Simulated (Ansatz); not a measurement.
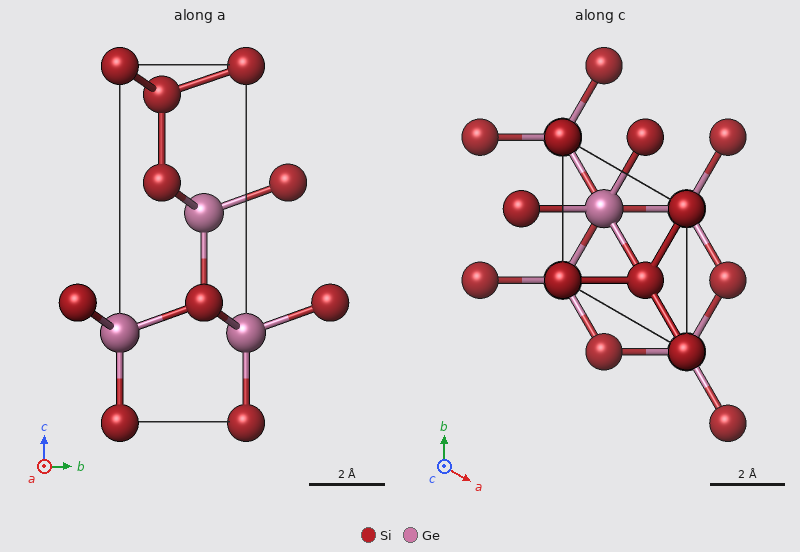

Shown here is a ball-and-stick view of the crystal, taken along the a axis and along the c axis. The parallelepiped is the conventional unit cell. Some atoms of the next cells are drawn as well.

Si2Ge, space group P3m1 (No. 156), a = 3.90 Å, b = 3.90 Å, c = 9.54 Å, α = 90.00°, β = 90.00°, γ = 120.00°.

Theory: difference of finished runs, DFT, PBE0, plane waves, PAW in Ansatz 0.2.0. Numerical settings: wavefunction cutoff 420 eV.

Question: Predict the gap.

Answer: A semiconductor at this level, with a gap of 1.71 eV.

The model was built from a structure type filled with these elements by a generator (whether the compound takes this form wasn't checked). Earlier steps of the study, as a rule a relaxation of our own, may have changed the cell and positions, so they can lie some per cent off the listed ones. Ansatz was used for an electronic-structure calculation on it.
